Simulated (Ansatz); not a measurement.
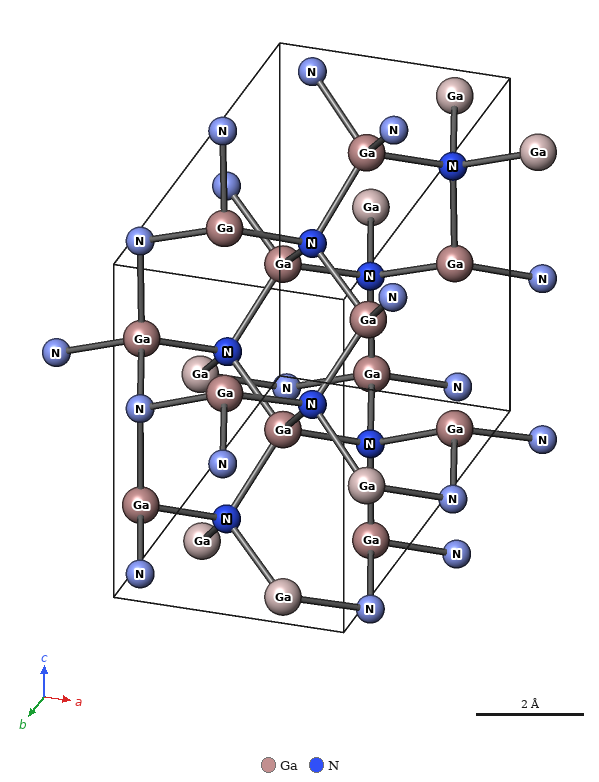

*The starting structure (ball-and-stick view of the cell of the calculation, seen at an oblique angle; neighbours outside the cell are drawn fainter). An atom can appear more than once, as a periodic image.*

Near neighbours in the periodic cell (some may lie outside the picture): Ga has 3 N at 1.92 to 1.99 Å; Ga has 4 N at 1.95 to 1.99 Å; N has 4 Ga at 1.92 to 1.99 Å.

**Run report: Ga₈N₇ (charge +2), geometry relaxation (part 1 of 2)**

System: Ga₈N₇ (defect cell, 15 atoms in the cell, total charge +2).
Method: DFT PBE, scalar-relativistic, plane waves, PAW, spin-polarised (Ansatz 0.2.0).

The structure derives from a Materials Project entry. It belongs to a series of runs on one base structure; here: N vacancy (site b), charge +2, atoms relaxed at the host's cell.

Input:
```yaml
crystal:
  lattice:
    - [0.0, 0.0, 5.2431684095]
    - [3.2183708159, 5.5743817708, 0.0]
    - [-6.4367416318, -1.0e-10, 0.0]
  atoms:
    - { symbol: Ga, position: [0.5047728408, 0.1666666667, 0.3333333333], spin: 0.25 }
    - { symbol: Ga, position: [0.4959028204, 0.164809921, 0.8324049605] }
    - { symbol: Ga, position: [0.4959028204, 0.6675950395, 0.335190079] }
    - { symbol: Ga, position: [0.4959028204, 0.6675950395, 0.8324049605] }
    - { symbol: Ga, position: [0.9996624084, 0.332017853, 0.664035706], spin: 0.25 }
    - { symbol: Ga, position: [0.9996624084, 0.332017853, 0.167982147], spin: 0.25 }
    - { symbol: Ga, position: [1.001634394, 0.8333333333, 0.6666666667] }
    - { symbol: Ga, position: [0.9996624084, 0.835964294, 0.167982147], spin: 0.25 }
    - { symbol: "N", position: [0.8738397506, 0.1688982307, 0.8344491153] }
    - { symbol: "N", position: [0.8738397506, 0.6655508847, 0.3311017693] }
    - { symbol: "N", position: [0.8738397506, 0.6655508847, 0.8344491153] }
    - { symbol: "N", position: [0.3782229185, 0.3278753795, 0.655750759] }
    - { symbol: "N", position: [0.3782229185, 0.3278753795, 0.1721246205] }
    - { symbol: "N", position: [0.3748439348, 0.8333333333, 0.6666666667] }
    - { symbol: "N", position: [0.3782229185, 0.844249241, 0.1721246205] }
  host:
    lattice:
      - [3.2183708159, 0.0, 0.0]
      - [-1.609185408, 2.7871908854, 0.0]
      - [0.0, 0.0, 5.2431684095]
    atoms:
      - { symbol: Ga, position: [0.6666666667, 0.3333333333, 0.4991348631] }
      - { symbol: Ga, position: [0.3333333333, 0.6666666667, 0.9991348631] }
      - { symbol: "N", position: [0.6666666667, 0.3333333333, 0.8758651369] }
      - { symbol: "N", position: [0.3333333333, 0.6666666667, 0.3758651369] }
total_charge: 2
basis:
  ecutwfc: 420
  xc_grid: 2
kpoints:
  mp_grid: { grid: [1, 1, 1], shift: [0.0, 0.0, 0.0] }
hamiltonian:
  xc: pbe
scf:
  occupations: { method: gaussian, width: 0.01 }
output:
  forces: true
  stress: false
  eigenvalues: true
  populations: true
  charged_corrections:
    defect_position: [0.87586514, 0.16666667, 0.33333333]
    epsilon: [[10.4928, 0.0, 0.0], [0.0, 10.4928, 0.0], [0.0, 0.0, 11.6882]]
magnetization:
  spin_polarized: true
relax:
  adjacent_minimum: "off"
  f_tol: 0.025
  max_steps: 45
```

Machine: 4 threads of AMD EPYC (Zen 5), 32 GiB of memory available, shared host.

Launch command:
```bash
ansatz run input.yaml --threads 4 --pin off --max-ram 10240MiB --backend cpu --events-out ev --progress --plain --runs-dir out
```

The program's output:
```
Engine: ansatz 0.2.0, x86_64-unknown-linux-gnu
Pseudopotentials: kind: paw
Pseudopotential: Ga, paw, valence charge 13, recommended cutoff 420 eV (normal), Ga.paw.azcp
Pseudopotential: N, paw, valence charge 5, recommended cutoff 420 eV (normal), N.paw.azcp
Functional definition: PBE
  parameter kappa = 0.804
  parameter beta = 0.06672455060314922
  exchange = pbe_x(kappa = kappa, mu = beta*pi^2/3)
  correlation = pbe_c(beta = beta)
Crystal: 15 atoms, lattice volume = 188.129 Å³
Basis set: ecut = 420 eV, 3713 PW (Γ), exchange–correlation on 72×90×90 points (8 copies of the dense FFT grid, shifted against one another)
Bands: 84, of which v1, the nominal top of the filled ones, is band 69 counted from 1 (68 counted from 0)
Symmetry: 6 space group operations
Space group: P3m1 (ITA 156), of the structure as read, at distance tolerance 5.7e-5 Å
Magnetic group: BNS 156.49 (UNI 1279), of the structure as read, at distance tolerance 5.7e-5 Å
k-points: 1
Non-local potential: Ga, projectors of the file, l = 0: 2, l = 1: 2, l = 2: 3, l = 3: 1
Non-local potential: N, projectors of the file, l = 0: 2, l = 1: 2, l = 2: 1
PAW form: soft (Blöchl's): semilocal exchange-correlation on the pseudo side does not see the compensation charge
PAW one-centre angular grid: Ga, 590 points (default); XC on 64 Gauss nodes
PAW one-centre angular grid: N, 110 points (default); XC on 64 Gauss nodes
Initial density: superposition of atomic densities (chi_scale 0.1, normalization cell, long waves kept (reshape's long-wave potential 0.13 eV rms))
Starting moments: Σ|m| = 1 μB on 4 of 15 sites
Initial wavefunctions: pseudopotential atomic-orbital guess
Functional: x = pbe(κ = 0.804, μ = 0.2195149727645171), c = pbe(β = 0.06672455060314922)
SCF iter   1: F=—  HF=-32982.899847 eV  |F-HF|=—  |Δ(HF+E_count)|=         —  Δρ=7.51e-2 (↑6.28e-2 ↓7.51e-2)  dr2=2.31e1  dr2_m=5.59e-1  M=0.683 μB ∫|m|=0.685 μB  β_m=0.30  ethr=3.10e-3  ⟨swp⟩=4.0  Hψ=516  notcnv=0  defer=2
preconditioner: auto → Resta (q_TF=auto, 2.588 Å⁻¹)  ε∞=4.3  [insulator: Δε(μ)=4.048 eV  Ē_g=17.372 eV  σ=0.010 eV  W_gap=0.58  n_scr=58 (ndim 8)  ℏωp=31.7 eV  f_vac=0.000  D(μ)=152.35/eV (n_scr^D=5600)  ε∞_Penn≈4.3]
spin=Collinear: Resta preconditioning applied to the charge; magnetization (m = ρ↑ − ρ↓) channel mixes plain (no charge-response kernel on spin).
SCF iter   2: F=—  HF=-32977.477836 eV  |F-HF|=—  |Δ(HF+E_count)|=    5.42e0  Δρ=4.57e-2 (↑3.78e-2 ↓4.57e-2)  dr2=7.62e0  dr2_m=3.22e-1  M=1.000 μB ∫|m|=1.005 μB  β_m=0.30  ethr=3.10e-3  ⟨swp⟩=2.0  Hψ=341  notcnv=0  defer=20
preconditioner: auto → Kerker (q_TF=auto, 2.588 Å⁻¹)  [metal: Δε(μ)=0.000 eV  Ē_g=16.696 eV  σ=0.010 eV  W_gap=0.00  n_scr=58 (ndim 8)  ℏωp=31.7 eV  f_vac=0.000  D(μ)=112.84/eV (n_scr^D=3652)]
spin=Collinear: Kerker preconditioning applied to the charge; magnetization (m = ρ↑ − ρ↓) channel mixes plain (no charge-response kernel on spin).
SCF iter   3: F=—  HF=-32974.970901 eV  |F-HF|=—  |Δ(HF+E_count)|=    2.51e0  Δρ=2.10e-2 (↑1.47e-2 ↓2.10e-2)  dr2=1.16e0  dr2_m=1.62e-1  M=1.000 μB ∫|m|=1.016 μB  β_m=0.30  ethr=3.10e-3  ⟨swp⟩=2.0  Hψ=294  notcnv=0  defer=20
SCF iter   4: F=—  HF=-32974.637803 eV  |F-HF|=—  |Δ(HF+E_count)|=   3.33e-1  Δρ=8.45e-3 (↑8.45e-3 ↓7.53e-3)  dr2=1.32e-1  dr2_m=8.41e-2  M=1.000 μB ∫|m|=1.028 μB  β_m=0.30  ethr=8.47e-4  ⟨swp⟩=2.0  Hψ=294  notcnv=0  defer=20
SCF iter   5: F=—  HF=-32974.679276 eV  |F-HF|=—  |Δ(HF+E_count)|=   4.15e-2  Δρ=7.53e-3 (↑7.53e-3 ↓5.25e-3)  dr2=7.91e-2  dr2_m=4.36e-2  M=1.000 μB ∫|m|=1.040 μB  β_m=0.30  ethr=9.63e-5  ⟨swp⟩=3.0  Hψ=279  notcnv=0  defer=20
SCF iter   6: F=—  HF=-32974.709107 eV  |F-HF|=—  |Δ(HF+E_count)|=   2.98e-2  Δρ=3.94e-3 (↑3.94e-3 ↓3.67e-3)  dr2=1.55e-2  dr2_m=2.24e-2  M=1.000 μB ∫|m|=1.052 μB  β_m=0.30  ethr=5.77e-5  ⟨swp⟩=2.0  Hψ=271  notcnv=0  defer=20
SCF iter   7: F=—  HF=-32974.709506 eV  |F-HF|=—  |Δ(HF+E_count)|=   3.99e-4  Δρ=2.91e-3 (↑2.54e-3 ↓2.91e-3)  dr2=3.22e-3  dr2_m=1.19e-2  M=1.000 μB ∫|m|=1.063 μB  β_m=0.30  ethr=1.13e-5  ⟨swp⟩=2.0  Hψ=296  notcnv=0  defer=20
Mixer restart at iter 7: flushing history
spin-set hold released at iteration 7 (site moments contracting): the magnetisation degrees of freedom join the quasi-Newton model from the next iteration; the mixer history was flushed
SCF iter   8: F=—  HF=-32974.712900 eV  |F-HF|=—  |Δ(HF+E_count)|=   3.39e-3  Δρ=2.14e-3 (↑1.86e-3 ↓2.14e-3)  dr2=2.41e-3  dr2_m=6.32e-3  M=1.000 μB ∫|m|=1.072 μB  β_m=0.65  ethr=2.35e-6  ⟨swp⟩=2.5  Hψ=286  notcnv=0  defer=20
SCF iter   9: F=—  HF=-32974.717713 eV  |F-HF|=—  |Δ(HF+E_count)|=   4.81e-3  Δρ=3.32e-4 (↑3.32e-4 ↓2.61e-4)  dr2=7.38e-4  dr2_m=4.95e-5  M=1.000 μB ∫|m|=1.105 μB  β_m=0.65  ethr=1.76e-6  ⟨swp⟩=2.0  Hψ=296  notcnv=0  defer=20
SCF iter  10: F=—  HF=-32974.717678 eV  |F-HF|=—  |Δ(HF+E_count)|=   3.45e-5  Δρ=1.56e-4 (↑1.56e-4 ↓1.26e-4)  dr2=3.57e-4  dr2_m=1.48e-5  M=1.000 μB ∫|m|=1.109 μB  β_m=0.80  ethr=5.38e-7  ⟨swp⟩=2.0  Hψ=255  notcnv=0  defer=20
SCF iter  11: F=—  HF=-32974.717671 eV  |F-HF|=—  |Δ(HF+E_count)|=   6.66e-6  Δρ=9.13e-5 (↑7.50e-5 ↓9.13e-5)  dr2=1.44e-4  dr2_m=3.00e-6  M=1.000 μB ∫|m|=1.111 μB  β_m=0.86  ethr=2.60e-7  ⟨swp⟩=2.0  Hψ=181  notcnv=0  defer=20
SCF iter  12: F=—  HF=-32974.717667 eV  |F-HF|=—  |Δ(HF+E_count)|=   4.79e-6  Δρ=4.48e-5 (↑3.91e-5 ↓4.48e-5)  dr2=2.12e-5  dr2_m=2.05e-7  M=1.000 μB ∫|m|=1.113 μB  β_m=0.77  ethr=1.05e-7  ⟨swp⟩=2.0  Hψ=245  notcnv=0  defer=20
SCF iter  13: F=-32974.717663 eV  HF=-32974.717664 eV  |F-HF|=3.79e-7  |Δ(HF+E_count)|=   2.81e-6  Δρ=1.41e-5 (↑1.12e-5 ↓1.41e-5)  dr2=1.33e-6  dr2_m=1.10e-7  M=1.000 μB ∫|m|=1.113 μB  ethr=1.14e-8  ⟨swp⟩=11.5  Hψ=698  notcnv=0
SCF 1 converged in 13 iterations: F = -32974.717663 eV  dr2 = 1.33e-6
  greatest PAW one-centre occupation: 0.996 electrons in one spin orbital (limit 2), on the Ga atom at site 2 (counted from 0), in its partial waves of l = 2
relax step   1: F+E_penalty+E_count = -32974.71766332 eV  Δ(F+E_penalty+E_count) = +0.000e0 eV  max|allowed force component| = 5.128e-1 eV/Å  Δτ_max = 0.0000 Å  (13 SCF iters, dr2 threshold 1.56e-5 eV, accepted)
Initial density: handed on by an earlier stage of this run
Starting moments: Σ|m| = 1 μB on 4 of 15 sites; this step starts from the density that it was given
Initial wavefunctions: those handed on with the density
iter 1 solved again at ethr=3.41e-5 eV; its pass at ethr=3.10e-3 eV (dr2=4.67e-2 eV) is discarded
SCF iter   1: F=—  HF=-32974.767483 eV  |F-HF|=—  |Δ(HF+E_count)|=         —  Δρ=4.79e-3 (↑2.70e-3 ↓4.79e-3)  dr2=4.77e-2  dr2_m=3.80e-3  M=1.000 μB ∫|m|=1.117 μB  β_m=0.30  ethr=3.41e-5  ⟨swp⟩=1.0  Hψ=412  notcnv=0  defer=22
preconditioner: auto → Kerker (q_TF=auto, 2.588 Å⁻¹)  [metal: Δε(μ)=0.000 eV  Ē_g=15.629 eV  σ=0.010 eV  W_gap=0.00  n_scr=58 (ndim 8)  ℏωp=31.7 eV  f_vac=0.019  D(μ)=112.84/eV (n_scr^D=3652)]
spin=Collinear: Kerker preconditioning applied to the charge; magnetization (m = ρ↑ − ρ↓) channel mixes plain (no charge-response kernel on spin).
SCF iter   2: F=—  HF=-32974.760499 eV  |F-HF|=—  |Δ(HF+E_count)|=   6.98e-3  Δρ=3.26e-3 (↑1.86e-3 ↓3.26e-3)  dr2=2.14e-2  dr2_m=1.78e-3  M=1.000 μB ∫|m|=1.117 μB  β_m=0.58  ethr=3.41e-5  ⟨swp⟩=2.0  Hψ=154  notcnv=0  defer=22
SCF iter   3: F=—  HF=-32974.755422 eV  |F-HF|=—  |Δ(HF+E_count)|=   5.08e-3  Δρ=4.63e-4 (↑2.41e-4 ↓4.63e-4)  dr2=1.03e-3  dr2_m=5.04e-5  M=1.000 μB ∫|m|=1.116 μB  β_m=0.60  ethr=1.56e-5  ⟨swp⟩=2.0  Hψ=278  notcnv=0  defer=22
SCF iter   4: F=—  HF=-32974.755535 eV  |F-HF|=—  |Δ(HF+E_count)|=   1.13e-4  Δρ=1.11e-4 (↑1.11e-4 ↓1.03e-4)  dr2=1.78e-4  dr2_m=9.76e-7  M=1.000 μB ∫|m|=1.116 μB  β_m=0.79  ethr=7.55e-7  ⟨swp⟩=2.0  Hψ=280  notcnv=0  defer=22
SCF iter   5: F=—  HF=-32974.755576 eV  |F-HF|=—  |Δ(HF+E_count)|=   4.10e-5  Δρ=6.84e-5 (↑6.18e-5 ↓6.84e-5)  dr2=5.29e-5  dr2_m=3.86e-7  M=1.000 μB ∫|m|=1.116 μB  β_m=0.77  ethr=1.30e-7  ⟨swp⟩=3.0  Hψ=284  notcnv=0  defer=22
SCF iter   6: F=-32974.755560 eV  HF=-32974.755566 eV  |F-HF|=5.91e-6  |Δ(HF+E_count)|=   1.03e-5  Δρ=2.45e-5 (↑2.26e-5 ↓2.45e-5)  dr2=1.10e-5  dr2_m=1.30e-8  M=1.000 μB ∫|m|=1.116 μB  ethr=1.20e-8  ⟨swp⟩=11.0  Hψ=763  notcnv=0
SCF 2 converged in 6 iterations: F = -32974.755560 eV  dr2 = 1.10e-5
  greatest PAW one-centre occupation: 0.996 electrons in one spin orbital (limit 2), on the Ga atom at site 1 (counted from 0), in its partial waves of l = 2
relax step   2: F+E_penalty+E_count = -32974.75555978 eV  Δ(F+E_penalty+E_count) = -3.790e-2 eV  max|allowed force component| = 3.371e-1 eV/Å  Δτ_max = 0.0252 Å  (6 SCF iters, dr2 threshold 1.64e-5 eV, accepted)
SCF iter   1: F=—  HF=-32974.756514 eV  |F-HF|=—  |Δ(HF+E_count)|=         —  Δρ=2.89e-3 (↑2.46e-3 ↓2.89e-3)  dr2=2.50e-2  dr2_m=2.97e-3  M=1.000 μB ∫|m|=1.120 μB  β_m=0.30  ethr=6.15e-4  ⟨swp⟩=4.0  Hψ=314  notcnv=0  defer=22
preconditioner: auto → Kerker (q_TF=auto, 2.588 Å⁻¹)  [metal: Δε(μ)=0.000 eV  Ē_g=15.636 eV  σ=0.010 eV  W_gap=0.00  n_scr=58 (ndim 8)  ℏωp=31.7 eV  f_vac=0.018  D(μ)=112.84/eV (n_scr^D=3652)]
spin=Collinear: Kerker preconditioning applied to the charge; magnetization (m = ρ↑ − ρ↓) channel mixes plain (no charge-response kernel on spin).
SCF iter   2: F=—  HF=-32974.754296 eV  |F-HF|=—  |Δ(HF+E_count)|=   2.22e-3  Δρ=2.01e-3 (↑1.79e-3 ↓2.01e-3)  dr2=1.32e-2  dr2_m=1.56e-3  M=1.000 μB ∫|m|=1.120 μB  β_m=0.65  ethr=1.82e-5  ⟨swp⟩=2.0  Hψ=202  notcnv=0  defer=22
SCF iter   3: F=—  HF=-32974.751965 eV  |F-HF|=—  |Δ(HF+E_count)|=   2.33e-3  Δρ=3.94e-4 (↑3.01e-4 ↓3.94e-4)  dr2=1.18e-3  dr2_m=3.15e-5  M=1.000 μB ∫|m|=1.120 μB  β_m=0.66  ethr=9.63e-6  ⟨swp⟩=2.0  Hψ=273  notcnv=0  defer=22
SCF iter   4: F=—  HF=-32974.751768 eV  |F-HF|=—  |Δ(HF+E_count)|=   1.97e-4  Δρ=1.66e-4 (↑1.37e-4 ↓1.66e-4)  dr2=2.14e-4  dr2_m=1.57e-6  M=1.000 μB ∫|m|=1.120 μB  β_m=0.83  ethr=8.62e-7  ⟨swp⟩=2.0  Hψ=283  notcnv=0  defer=22
SCF iter   5: F=—  HF=-32974.751740 eV  |F-HF|=—  |Δ(HF+E_count)|=   2.80e-5  Δρ=5.10e-5 (↑4.75e-5 ↓5.10e-5)  dr2=3.04e-5  dr2_m=1.14e-7  M=1.000 μB ∫|m|=1.120 μB  β_m=0.75  ethr=1.56e-7  ⟨swp⟩=2.0  Hψ=279  notcnv=0  defer=22
SCF iter   6: F=—  HF=-32974.751731 eV  |F-HF|=—  |Δ(HF+E_count)|=   8.40e-6  Δρ=2.80e-5 (↑2.59e-5 ↓2.80e-5)  dr2=8.60e-6  dr2_m=8.33e-8  M=1.000 μB ∫|m|=1.120 μB  β_m=0.81  ethr=5.18e-9  ⟨swp⟩=11.0  Hψ=801  notcnv=0
SCF iter   7: F=-32974.751732 eV  HF=-32974.751732 eV  |F-HF|=5.15e-8  |Δ(HF+E_count)|=   7.96e-7  Δρ=1.13e-5 (↑1.05e-5 ↓1.13e-5)  dr2=1.78e-6  dr2_m=1.65e-8  M=1.000 μB ∫|m|=1.120 μB  ethr=5.18e-9  ⟨swp⟩=5.0  Hψ=622  notcnv=0
SCF 3 converged in 7 iterations: F = -32974.751732 eV  dr2 = 1.78e-6
  greatest PAW one-centre occupation: 0.996 electrons in one spin orbital (limit 2), on the Ga atom at site 6 (counted from 0), in its partial waves of l = 2
relax step   3: F+E_penalty+E_count = -32974.75173203 eV  Δ(F+E_penalty+E_count) = +3.828e-3 eV  max|allowed force component| = 4.028e-1 eV/Å  Δτ_max = 0.0592 Å  (7 SCF iters, dr2 threshold 7.10e-6 eV, rejected (line search))
SCF iter   1: F=—  HF=-32974.772871 eV  |F-HF|=—  |Δ(HF+E_count)|=         —  Δρ=2.12e-3 (↑1.77e-3 ↓2.12e-3)  dr2=1.76e-2  dr2_m=1.26e-3  M=1.000 μB ∫|m|=1.120 μB  β_m=0.30  ethr=7.71e-5  ⟨swp⟩=3.0  Hψ=368  notcnv=0  defer=20
preconditioner: auto → Kerker (q_TF=auto, 2.588 Å⁻¹)  [metal: Δε(μ)=0.000 eV  Ē_g=15.627 eV  σ=0.010 eV  W_gap=0.00  n_scr=58 (ndim 8)  ℏωp=31.7 eV  f_vac=0.018  D(μ)=112.84/eV (n_scr^D=3652)]
spin=Collinear: Kerker preconditioning applied to the charge; magnetization (m = ρ↑ − ρ↓) channel mixes plain (no charge-response kernel on spin).
SCF iter   2: F=—  HF=-32974.771179 eV  |F-HF|=—  |Δ(HF+E_count)|=   1.69e-3  Δρ=1.40e-3 (↑1.27e-3 ↓1.40e-3)  dr2=8.39e-3  dr2_m=5.93e-4  M=1.000 μB ∫|m|=1.120 μB  β_m=0.59  ethr=1.28e-5  ⟨swp⟩=2.0  Hψ=202  notcnv=0  defer=20
SCF iter   3: F=—  HF=-32974.769711 eV  |F-HF|=—  |Δ(HF+E_count)|=   1.47e-3  Δρ=3.02e-4 (↑2.58e-4 ↓3.02e-4)  dr2=1.02e-3  dr2_m=2.58e-5  M=1.000 μB ∫|m|=1.120 μB  β_m=0.62  ethr=6.12e-6  ⟨swp⟩=2.5  Hψ=289  notcnv=0  defer=20
SCF iter   4: F=—  HF=-32974.769565 eV  |F-HF|=—  |Δ(HF+E_count)|=   1.47e-4  Δρ=1.31e-4 (↑1.09e-4 ↓1.31e-4)  dr2=1.58e-4  dr2_m=1.26e-6  M=1.000 μB ∫|m|=1.119 μB  β_m=0.81  ethr=7.44e-7  ⟨swp⟩=2.0  Hψ=243  notcnv=0  defer=20
SCF iter   5: F=—  HF=-32974.769529 eV  |F-HF|=—  |Δ(HF+E_count)|=   3.59e-5  Δρ=4.80e-5 (↑4.08e-5 ↓4.80e-5)  dr2=2.49e-5  dr2_m=1.53e-7  M=1.000 μB ∫|m|=1.119 μB  β_m=0.79  ethr=1.15e-7  ⟨swp⟩=2.0  Hψ=192  notcnv=0  defer=20
SCF iter   6: F=—  HF=-32974.769531 eV  |F-HF|=—  |Δ(HF+E_count)|=   1.78e-6  Δρ=2.38e-5 (↑2.23e-5 ↓2.38e-5)  dr2=7.60e-6  dr2_m=5.03e-8  M=1.000 μB ∫|m|=1.119 μB  β_m=0.86  ethr=1.82e-8  ⟨swp⟩=2.0  Hψ=276  notcnv=0  defer=20
SCF iter   7: F=—  HF=-32974.769531 eV  |F-HF|=—  |Δ(HF+E_count)|=   7.57e-7  Δρ=1.05e-5 (↑9.77e-6 ↓1.05e-5)  dr2=1.36e-6  dr2_m=7.64e-9  M=1.000 μB ∫|m|=1.119 μB  β_m=0.84  ethr=5.55e-9  ⟨swp⟩=2.0  Hψ=276  notcnv=0  defer=20
SCF iter   8: F=—  HF=-32974.769532 eV  |F-HF|=—  |Δ(HF+E_count)|=   1.89e-7  Δρ=5.06e-6 (↑4.88e-6 ↓5.06e-6)  dr2=3.07e-7  dr2_m=8.13e-10  M=1.000 μB ∫|m|=1.119 μB  β_m=0.84  ethr=9.90e-10  ⟨swp⟩=2.0  Hψ=281  notcnv=0  defer=20
SCF iter   9: F=-32974.769532 eV  HF=-32974.769532 eV  |F-HF|=3.87e-8  |Δ(HF+E_count)|=   8.42e-8  Δρ=3.01e-6 (↑2.83e-6 ↓3.01e-6)  dr2=8.41e-8  dr2_m=2.94e-10  M=1.000 μB ∫|m|=1.119 μB  ethr=7.30e-11  ⟨swp⟩=11.0  Hψ=763  notcnv=0
SCF 4 converged in 9 iterations: F = -32974.769532 eV  dr2 = 8.41e-8
relax step   4: F+E_penalty+E_count = -32974.76953167 eV  Δ(F+E_penalty+E_count) = -1.397e-2 eV  max|allowed force component| = 4.949e-2 eV/Å  Δτ_max = 0.0282 Å  (9 SCF iters, accepted)
SCF iter   1: F=—  HF=-32974.770129 eV  |F-HF|=—  |Δ(HF+E_count)|=         —  Δρ=3.60e-4 (↑2.90e-4 ↓3.60e-4)  dr2=6.09e-4  dr2_m=2.21e-5  M=1.000 μB ∫|m|=1.119 μB  β_m=0.30  ethr=3.02e-6  ⟨swp⟩=3.0  Hψ=360  notcnv=0  defer=20
preconditioner: auto → Kerker (q_TF=auto, 2.588 Å⁻¹)  [metal: Δε(μ)=0.000 eV  Ē_g=15.625 eV  σ=0.010 eV  W_gap=0.00  n_scr=58 (ndim 8)  ℏωp=31.7 eV  f_vac=0.017  D(μ)=112.84/eV (n_scr^D=3652)]
spin=Collinear: Kerker preconditioning applied to the charge; magnetization (m = ρ↑ − ρ↓) channel mixes plain (no charge-response kernel on spin).
SCF iter   2: F=—  HF=-32974.770070 eV  |F-HF|=—  |Δ(HF+E_count)|=   5.96e-5  Δρ=2.40e-4 (↑2.03e-4 ↓2.40e-4)  dr2=2.98e-4  dr2_m=1.05e-5  M=1.000 μB ∫|m|=1.119 μB  β_m=0.59  ethr=4.44e-7  ⟨swp⟩=1.0  Hψ=194  notcnv=0  defer=20
SCF iter   3: F=—  HF=-32974.770004 eV  |F-HF|=—  |Δ(HF+E_count)|=   6.64e-5  Δρ=4.35e-5 (↑3.72e-5 ↓4.35e-5)  dr2=3.11e-5  dr2_m=2.98e-7  M=1.000 μB ∫|m|=1.119 μB  β_m=0.62  ethr=2.17e-7  ⟨swp⟩=3.0  Hψ=284  notcnv=0  defer=20
SCF iter   4: F=—  HF=-32974.769995 eV  |F-HF|=—  |Δ(HF+E_count)|=   8.47e-6  Δρ=2.12e-5 (↑1.94e-5 ↓2.12e-5)  dr2=5.13e-6  dr2_m=2.33e-8  M=1.000 μB ∫|m|=1.119 μB  β_m=0.81  ethr=2.27e-8  ⟨swp⟩=3.0  Hψ=284  notcnv=0  defer=20
SCF iter   5: F=—  HF=-32974.769994 eV  |F-HF|=—  |Δ(HF+E_count)|=   1.17e-6  Δρ=8.94e-6 (↑7.08e-6 ↓8.94e-6)  dr2=9.53e-7  dr2_m=6.34e-9  M=1.000 μB ∫|m|=1.119 μB  β_m=0.77  ethr=3.74e-9  ⟨swp⟩=2.0  Hψ=192  notcnv=0  defer=20
SCF iter   6: F=—  HF=-32974.769994 eV  |F-HF|=—  |Δ(HF+E_count)|=   1.29e-7  Δρ=5.00e-6 (↑3.91e-6 ↓5.00e-6)  dr2=2.61e-7  dr2_m=4.16e-9  M=1.000 μB ∫|m|=1.119 μB  β_m=0.84  ethr=6.95e-10  ⟨swp⟩=2.0  Hψ=266  notcnv=0  defer=20
SCF iter   7: F=-32974.769994 eV  HF=-32974.769994 eV  |F-HF|=4.10e-9  |Δ(HF+E_count)|=   1.43e-8  Δρ=1.76e-6 (↑1.71e-6 ↓1.76e-6)  dr2=3.14e-8  dr2_m=2.23e-10  M=1.000 μB ∫|m|=1.119 μB  ethr=7.30e-11  ⟨swp⟩=9.0  Hψ=682  notcnv=0
SCF 5 converged in 7 iterations: F = -32974.769994 eV  dr2 = 3.14e-8
relax step   5: F+E_penalty+E_count = -32974.76999375 eV  Δ(F+E_penalty+E_count) = -4.621e-4 eV  max|allowed force component| = 2.314e-2 eV/Å  Δτ_max = 0.0030 Å  (7 SCF iters, accepted)
```
